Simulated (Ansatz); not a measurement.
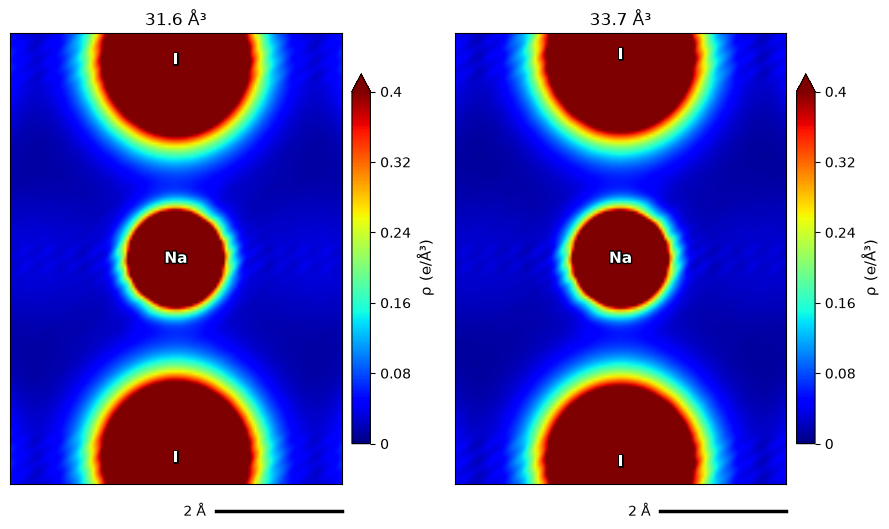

NaI. The valence charge density (pseudo) of cells scaled evenly to different volumes (given per atom above each panel), on the (101̄) plane of each (indices in the axes of the cell below), at one length scale and on one colour scale.

Computed with Ansatz, DFT PBE, scalar-relativistic, plane waves, PAW.

The largest cell:

```
Na I
1.0
     0.00000    3.23112    3.23112
     3.23112    0.00000    3.23112
     3.23112    3.23112    0.00000
Na I
1 1
Direct
  0.00000 0.00000 0.00000
  0.50000 0.50000 0.50000
```

| volume (Å³/atom) | Na–I contact in the plane (Å) | ρ at its midpoint (e/Å³) | pressure (GPa) | gap on the mesh (eV) | 
| --- | --- | --- | --- | --- |
| 31.65 | 3.163 | 0.142 | 1.8 | 3.84 | 
| 32.69 | 3.197 | ? | ? | ? | 
| 33.73 | 3.231 | 0.128 | 0.5 | 3.66 | 

Estimate the missing row, and compare with the calculation.

Over the known rows ln ρ falls by 1.53 per Å of Na–I distance (the line through the two), which gives 0.135 e/Å³ at 3.197 Å; the calculation gives 0.135 e/Å³. For the pressure, a straight line in volume between the neighbouring rows gives 1.1 GPa; the calculation gives 1.1. For the gap on the mesh, a straight line in volume between the neighbouring rows gives 3.75 eV; the calculation gives 3.74.
